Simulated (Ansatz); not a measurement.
**Single-point calculation, with input and output: Ti2O3 (part 2 of 2)**

Ti2O3 (R-3c, 10 atoms in the cell); DFT r2SCAN+U, scalar-relativistic, plane waves, PAW, Ueff = 4 eV on Ti d, spin-polarised (Ansatz 0.2.0); cutoff 500 eV, 6×6×6 k-mesh, Gaussian smearing of 0.1 eV, collinear spins. The structure derives from an entry of the Crystallography Open Database.

Geometry of the input (Å; fractional positions):
```
2.5745  1.4864  4.5473
-2.5745  1.4864  4.5473
0.0000  -2.9728  4.5473
Ti 0.8450  0.8450  0.8450
Ti 0.6550  0.6550  0.6550
Ti 0.1550  0.1550  0.1550
Ti 0.3450  0.3450  0.3450
O  0.0670  0.4330  0.7500
O  0.7500  0.0670  0.4330
O  0.4330  0.7500  0.0670
O  0.9330  0.5670  0.2500
O  0.2500  0.9330  0.5670
O  0.5670  0.2500  0.9330
```

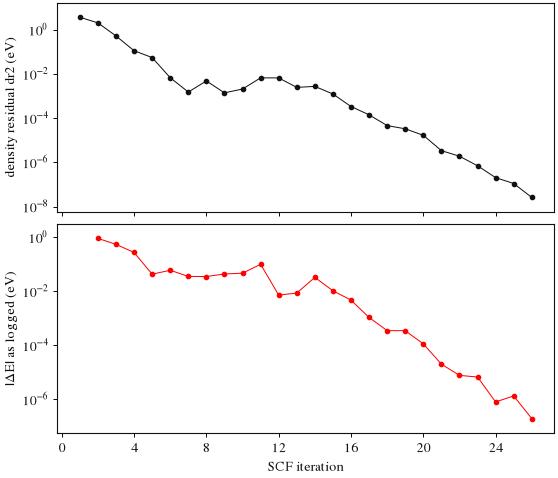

Convergence of the self-consistent field: density residual dr2 and size of the energy change against the SCF iteration. The residual falls unevenly and jumps up by a factor of two or more 2 times on the way down.

```
this state was not tested for a lower state beside it, because the mixer in use, unlike msr1, does not test its closes by its own steps (another_mixer; see scf.mixing.algorithm and scf.lower_state_search)
SCF converged after 26 iterations
Magnetization: 4.0000 μB (44.0000 up, 40.0000 down)
Absolute magnetization: 4.8340 μB (∫|ρ↑−ρ↓|, with the PAW one-centre terms)
Spin contamination: 0.0982 ħ² per cell (⟨S²⟩ above its minimum at these occupations)
Per-site moments (μB) at R_I (Å): [(0.7483493150309768, 0.8304548260602136), (0.7483493150309767, 0.8304548260602138), (0.7483493150309767, 0.8304548260602133), (0.7483493150309769, 0.8304548260602134), (-0.06415985583226086, 0.8304548260602134), (-0.06415985583226054, 0.8304548260602133), (-0.06415985583226072, 0.8304548260602133), (-0.0641598558322608, 0.8304548260602138), (-0.06415985583226062, 0.8304548260602138), (-0.06415985583226066, 0.8304548260602136)]
Free energy (F): -13431.277390 eV
Harris-Foulkes:  -13431.277390 eV  (|F-HF|=1.84e-8)
Internal energy: -13431.253193 eV  (E = F + TS)
E sigma→0 (E₀):  -13431.265291 eV
Entropy (-TS):   -0.024197 eV (-2.420 meV/atom)
Fermi energy:    13.162745 eV
--- Per-component energies (eV) ---
  E_band       = -704.640849
  E_kinetic    = 2160.608316
  E_local      = -5194.940228  (includes V_loc(G=0)·N_el)
  E_nonlocal   = 309.093947
  E_hartree    = 2025.056831
  E_xc         = -819.867082
  E_vxc        = -1175.322818  (∫ρ·V_xc dr)
  E_hubbard    = 12.512726  (on-site DFT+U / exact-exchange correction)
  E_vhub       = 6.518963  (the Hubbard potential's part of the band-sum identity)
  E_paw        = -5185.615293  (= ΣΔE_a)
  E_vpaw       = -937.866781  (= ΣTr[D̂ρ^β])
  E_aug_tail   = 0.006495  (compensation charges beyond the density's cutoff)
  E_vtau       = 77.149810  (kinetic-family band-sum trace: ∫τ·v_τ [+ j·A + Jᵃ·Aᵃ] dr)
  E_ewald      = -6736.903432
  E_core_change = -1.205474  (= ΣΔE_core)
  E_smearing   = -0.024197  (= −TS)
  E_closure    = -0.000000  (closes the sum)
  Σ components = -13431.277390   (vs F -13431.277390, Δ=0.00e0)
--- Forces (eV/Å), atoms counted from 1 ---
  atom   1  Ti    -0.00000000    -0.00000000     1.82713702
  atom   2  Ti    -0.00000000     0.00000000    -1.82713702
  atom   3  Ti     0.00000000     0.00000000    -1.82713702
  atom   4  Ti     0.00000000    -0.00000000     1.82713702
  atom   5  O     -0.40747719     0.00000000     0.00000000
  atom   6  O      0.20373860    -0.35288560     0.00000000
  atom   7  O      0.20373860     0.35288560    -0.00000000
  atom   8  O      0.40747719    -0.00000000     0.00000000
  atom   9  O     -0.20373860     0.35288560    -0.00000000
  atom  10  O     -0.20373860    -0.35288560     0.00000000
  max |Σ_I F_I| component: 2.23e-16 eV/Å
--- Stress (GPa, compression-positive) ---
        0.852296      -0.000000       0.000000
       -0.000000       0.852296      -0.000000
        0.000000      -0.000000      21.191255
  P = ⅓ Tr σ = 7.6319 GPa (76.319 kbar)
--- Band table (eV; the first three rows and the last of 64) ---
  k-point 0 ↑: bands = ["-48.2827", "-48.2233", "-48.1882", "-48.1487", "-23.8954", "-23.7352", "-23.6145", "-23.6145", "-23.4951", "-23.4951", "-23.3277", "-23.3277", "-23.3223", "-23.3223", "-23.2529", "-23.2305", "-8.7007", "-7.4522", "-7.4522", "-7.1177", "-7.1177", "-7.0152", "5.0769", "5.5235", "5.5235", "6.0972", "6.0972", "6.2287", "6.8064", "6.8064", "7.3159", "7.3159", "7.3462", "7.4776", "8.3535", "8.8110", "8.8110", "9.3357", "9.3357", "9.6253", "12.4825", "12.5122", "12.5122", "13.0047", "13.0047", "13.3417", "13.3417", "13.6213", "14.2801", "14.2801", "15.2897", "15.7895", "16.3647", "16.3647"]
  k-point 1 ↑: bands = ["-48.2784", "-48.2265", "-48.1854", "-48.1516", "-23.8837", "-23.7431", "-23.6109", "-23.6092", "-23.5121", "-23.4805", "-23.3502", "-23.3256", "-23.3201", "-23.3158", "-23.2542", "-23.2312", "-8.5818", "-7.4538", "-7.4352", "-7.1929", "-7.1528", "-7.0582", "5.1576", "5.6096", "5.6495", "5.8368", "6.0051", "6.4206", "6.8664", "6.9608", "7.0434", "7.1716", "7.5167", "7.9127", "8.2382", "8.7617", "8.7972", "8.8973", "9.1592", "9.4786", "12.4600", "12.4752", "12.7334", "13.0661", "13.1532", "13.2025", "13.4296", "13.8136", "14.1470", "14.1845", "15.2363", "15.7373", "16.4096", "16.5337"]
  k-point 2 ↑: bands = ["-48.2665", "-48.2360", "-48.1783", "-48.1592", "-23.8507", "-23.7675", "-23.6007", "-23.5867", "-23.5464", "-23.4702", "-23.3875", "-23.3296", "-23.3074", "-23.3035", "-23.2549", "-23.2389", "-8.2633", "-7.5105", "-7.3844", "-7.3544", "-7.2357", "-7.1671", "5.2883", "5.6841", "5.8716", "5.8787", "5.9878", "6.5547", "6.8693", "6.9581", "7.0665", "7.3569", "7.4200", "7.8184", "8.2367", "8.2598", "8.6403", "8.6580", "8.9878", "9.3020", "12.4483", "12.4537", "13.0559", "13.0916", "13.2425", "13.3062", "13.6935", "13.8907", "13.9835", "14.0214", "15.2027", "15.5764", "16.5540", "16.8291"]
  k-point 31 ↓: bands = ["-47.0222", "-47.0222", "-46.9362", "-46.9362", "-22.5299", "-22.5299", "-22.3487", "-22.3487", "-22.3487", "-22.3487", "-22.0642", "-22.0642", "-22.0642", "-22.0642", "-22.0335", "-22.0335", "-7.9744", "-7.9744", "-7.3801", "-7.3801", "-7.3801", "-7.3801", "6.3680", "6.3680", "6.3680", "6.3680", "6.4351", "6.4351", "7.0962", "7.0962", "7.1614", "7.1614", "7.1614", "7.1614", "8.4726", "8.4726", "8.6671", "8.6671", "8.6671", "8.6671", "15.5225", "15.5225", "16.1920", "16.1920", "16.1920", "16.1920", "16.5705", "16.5705", "16.5705", "16.5705", "16.8182", "16.8182", "17.8956", "17.8956"]
Occupation matrices written to [file]
--- Löwdin populations: 10 sites ---
  site symbol       q [e]    m [muB]
     0     Ti     10.6875     1.1148
     1     Ti     10.6875     1.1148
     2     Ti     10.6875     1.1148
     3     Ti     10.6875     1.1148
     4      O      6.8204    -0.0834
     5      O      6.8204    -0.0834
     6      O      6.8204    -0.0834
     7      O      6.8204    -0.0834
     8      O      6.8204    -0.0834
     9      O      6.8204    -0.0834
  spilling = 0.003901 (of n_electrons = 84.000000)
```

File populations.tsv:
```
# site	symbol	l	j	q_up	q_dn
# orbitals = lowdin
# n_electrons = 84.000000
# spilling = 0.003901
# projection_atom_Ti: [Ne] 3s2 3p6 3d2 4s2
# projection_atom_O: [He] 2s2 2p4
0	Ti	0_3S	-	0.961980	0.961671
0	Ti	0_4S	-	0.227474	0.214394
0	Ti	1_3P	-	2.994449	2.994374
0	Ti	2_3D	-	1.717244	0.615890
1	Ti	0_3S	-	0.961980	0.961671
1	Ti	0_4S	-	0.227474	0.214394
1	Ti	1_3P	-	2.994449	2.994374
1	Ti	2_3D	-	1.717244	0.615890
2	Ti	0_3S	-	0.961980	0.961671
2	Ti	0_4S	-	0.227474	0.214394
2	Ti	1_3P	-	2.994449	2.994374
2	Ti	2_3D	-	1.717244	0.615890
3	Ti	0_3S	-	0.961980	0.961671
3	Ti	0_4S	-	0.227474	0.214394
3	Ti	1_3P	-	2.994449	2.994374
3	Ti	2_3D	-	1.717244	0.615890
4	O	0_2S	-	0.875005	0.876784
4	O	1_2P	-	2.493517	2.575090
5	O	0_2S	-	0.875005	0.876784
5	O	1_2P	-	2.493517	2.575090
6	O	0_2S	-	0.875005	0.876784
6	O	1_2P	-	2.493517	2.575090
7	O	0_2S	-	0.875005	0.876784
7	O	1_2P	-	2.493517	2.575090
8	O	0_2S	-	0.875005	0.876784
8	O	1_2P	-	2.493517	2.575090
9	O	0_2S	-	0.875005	0.876784
9	O	1_2P	-	2.493517	2.575090
```

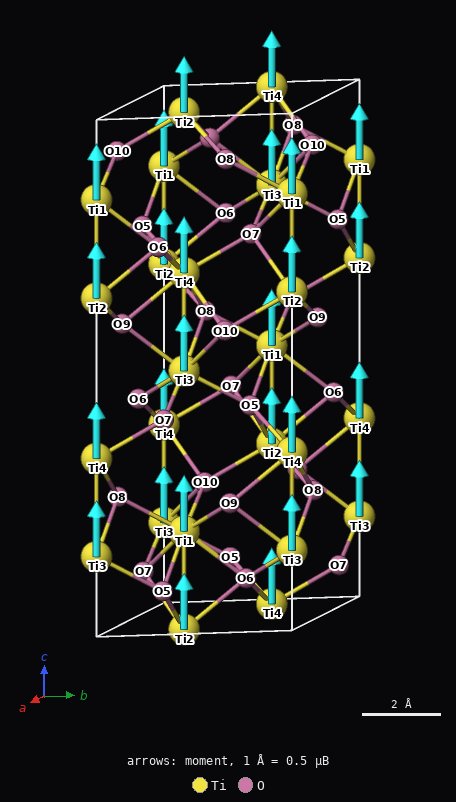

Magnetic moments of the sites as teal arrows (ball-and-stick view of the cell 3 times as large as that of the calculation, set on its symmetry axes, seen slightly off an axis; atoms are numbered from 1 in the order of the input); small moments hardly show. The run is collinear, so the axis drawn is arbitrary. Site moments: all 4 Ti atoms (0.75 μB); all 6 O atoms (−0.06 μB). They are counted near the atoms and needn't add up to the moment of the cell.

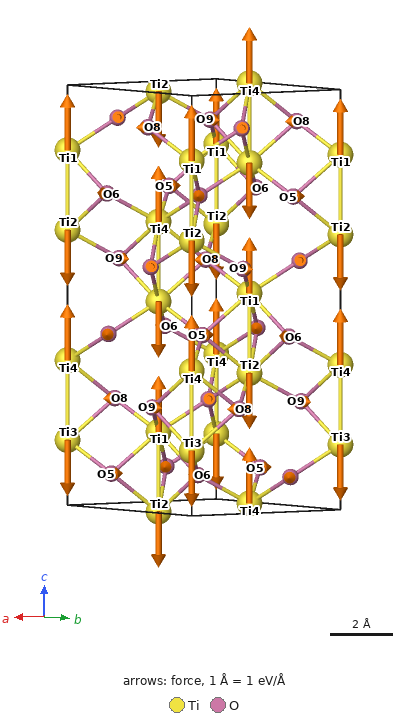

Forces on the atoms as orange arrows (ball-and-stick view of the cell 3 times as large as that of the calculation, set on its symmetry axes, seen at an oblique angle; atoms are numbered from 1 in the order of the input). The largest act on all 4 Ti atoms (1.83 eV/Å). The geometry is not a stationary point of this energy.

Summary:

- outcome: converged
- space group (tolerance 0.01 Å): R-3c (167)
- electrons treated: 84
- free energy: −13431.2774 eV
- Fermi energy: 13.163 eV
- gap on the k-point mesh: none (metallic)
- net moment of the cell: 4.00 μB
- integrated absolute moment: 4.83 μB
- pressure: 7.63 GPa
- largest force (length of the vector): 1.827 eV/Å
- wall time: 81 s (CPU time 2.6 min)
- peak memory: 1.1 GiB

Remarks:

The electronic state found may not be the lowest one. Notes on the run: the state was not tested for a lower one.
